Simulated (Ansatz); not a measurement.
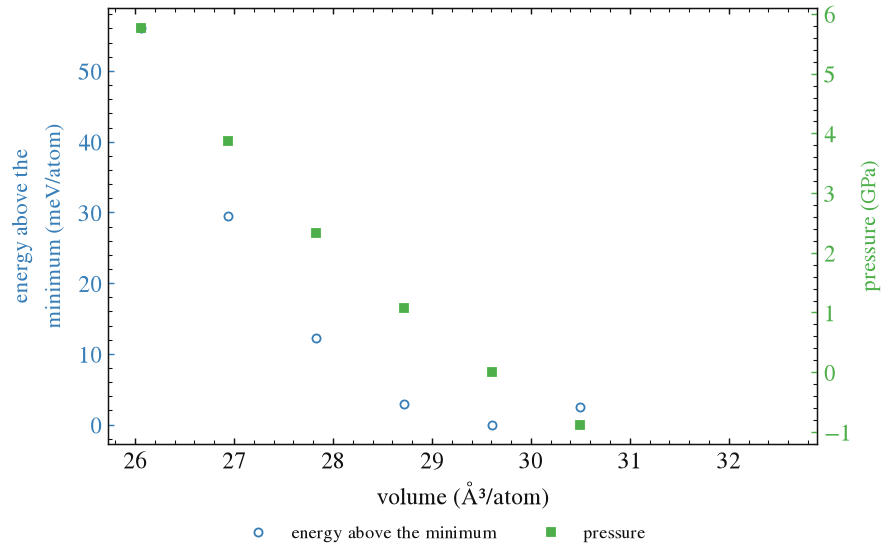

The picture above shows the energy above the minimum and pressure against volume for Tl, space group P6_3/mmc (No. 194).

Cell as given: a = 3.535 Å, b = 3.535 Å, c = 5.473 Å, α = 90.00°, β = 90.00°, γ = 120.00°; 2 atoms.

Method: third-order Birch-Murnaghan fit to density functional energies at scaled volumes of the given relaxed cell, shape and atoms relaxed at each volume; energies count from the fitted minimum; plane waves with PAW datasets, Γ-centred k mesh (Ansatz 0.2.0). Level: PBE with D3(BJ), no spin polarisation.

- wave cutoff: 420 eV
- k mesh: 15×15×8
- occupations: Gaussian
- smearing width: 0.1 eV

The points at volume 31.386 Å³/atom and 32.570 Å³/atom are left out of the plot. What values does the calculation give there?

| volume (Å³/atom) | energy above the minimum (meV/atom) | pressure (GPa) |
| --- | --- | --- |
| 31.386 | 9.5 | −1.61 |
| 32.570 | 24.4 | −2.39 |

Caveats: lies under the reference phase in this functional.
